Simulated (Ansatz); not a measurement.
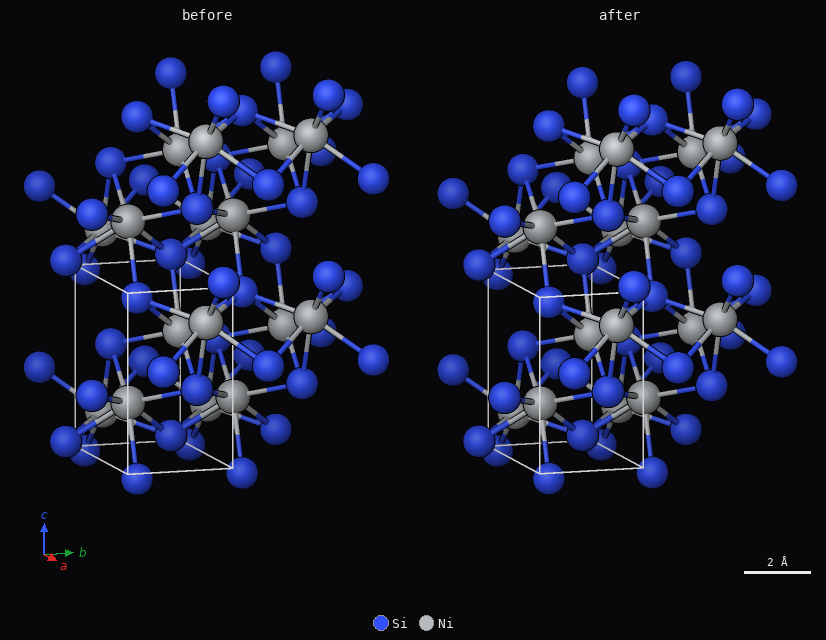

Left: solid SiNi (set up in Pnma). Right: the same structure after one change, at the same scale. The picture is a ball-and-stick view of the cell of the calculation, repeated 1 × 2 × 2 with one cell outlined, seen slightly off an axis.

Level of theory: DFT PBE, scalar-relativistic, plane waves, PAW (Ansatz). Set-up: plane-wave cutoff 420 eV; k-point mesh 8 × 10 × 6; occupations gaussian; smearing width 0.1 eV; no spin polarisation.

What was changed?

Answer. The volume is changed by −6.0 %. The cell's shape and the atoms are relaxed at that volume.

How do the computed properties respond?

Answer. It costs 25.5 meV per atom. The pressure goes from 0.0 to 11.8 GPa. It is metallic before and after. Cell: a 5.154 → 5.050 Å (−2.0 %), b 3.375 → 3.327 Å (−1.4 %), c 5.620 → 5.470 Å (−2.7 %). Volume −6.0 %. The largest moves relative to the cell, 0.021 Å, are those of Ni atoms. By element the largest moves are Ni 0.021 Å, Si 0.020 Å. Among the bonded contacts that change: Ni–Si 2.407 → 2.359 Å, Ni–Si 2.391 → 2.347 Å, Ni–Si 2.326 → 2.283 Å, Ni–Si 2.287 → 2.254 Å. The space group stays Pnma (No. 62).

Limits of the set-up: an element that often carries a moment was run without spin polarisation.
